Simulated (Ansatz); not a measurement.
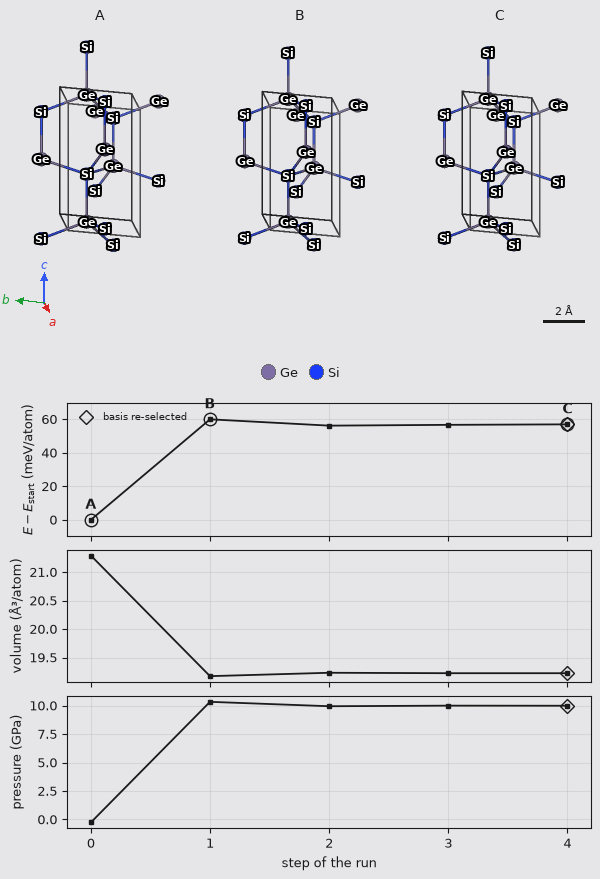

Frames of a relaxation of solid SiGe (set up in P6_3mc), marked on the history of the run. The picture is a ball-and-stick view of the cell of the calculation, seen from a free direction.

The run lets cell and atoms move.

The calculation used Kohn-Sham DFT of a periodic cell, PBEsol, Ansatz PAW in Ansatz 0.2.0.

Input
```yaml
crystal:
  lattice:
    - [3.9044512986, 0.0, 0.0]
    - [-1.9522256493, 3.3813540124, 0.0]
    - [0.0, 0.0, 6.450783]
  atoms:
    - { symbol: Ge, position: [0.3333333333, 0.6666666667, 0.000392] }
    - { symbol: Ge, position: [0.6666666667, 0.3333333333, 0.500392] }
    - { symbol: Si, position: [0.3333333333, 0.6666666667, 0.374607] }
    - { symbol: Si, position: [0.6666666667, 0.3333333333, 0.874607] }
hamiltonian:
  xc: pbesol
  pseudopotentials: { kind: paw }
kpoints:
  mp_grid: { grid: [8, 8, 4] }
scf:
  occupations: { method: fermi_dirac, width: 0.05 }
output:
  forces: true
  stress: true
  eigenvalues: true
  write_density: true
  write_potential: true
  elf: true
  volumetric_format: npy
relax:
  f_tol: 0.01
  max_steps: 40
  cell: { stress_tol: 0.05, p_target: 10.0 }
```

Launched with:
```bash
ansatz run input.yaml --threads 2 --pin off --max-ram 5632MiB --backend cpu --events-out ev --progress --plain --runs-dir out
```

### Describe the path.

Over 3 accepted moves (4 points after the start) the energy rises by 56.9 meV per atom. With the target pressure of 10 GPa, the enthalpy E + pV changes by −72.1 meV per atom. The largest force component goes from 0.011 to 0.00054 eV/Å. The pressure goes from −0.26 to 9.99 GPa. At 1 point the geometry stayed and the basis and grid were re-selected for the new cell (energy shift of 0.3 meV per atom at most each time). No atom moves by more than 0.005 Å relative to the cell. The volume changes by −9.7 %, with a = b 3.904 → 3.772 Å (−3.4 %), c 6.451 → 6.240 Å (−3.3 %). Among the contacts that change: Ge–Si 2.414 → 2.330 Å, Ge–Si 2.396 → 2.317 Å. The space group stays P6_3mc (No. 186). Cost: 14 s on 2 threads of Arm Neoverse V2, with other jobs on the host, peak memory 0.35 GiB. From step 0 to 1: volume −10.0 %, energy +59.9 meV per atom. From step 1 to 4: volume +0.3 %, energy −3.0 meV per atom.
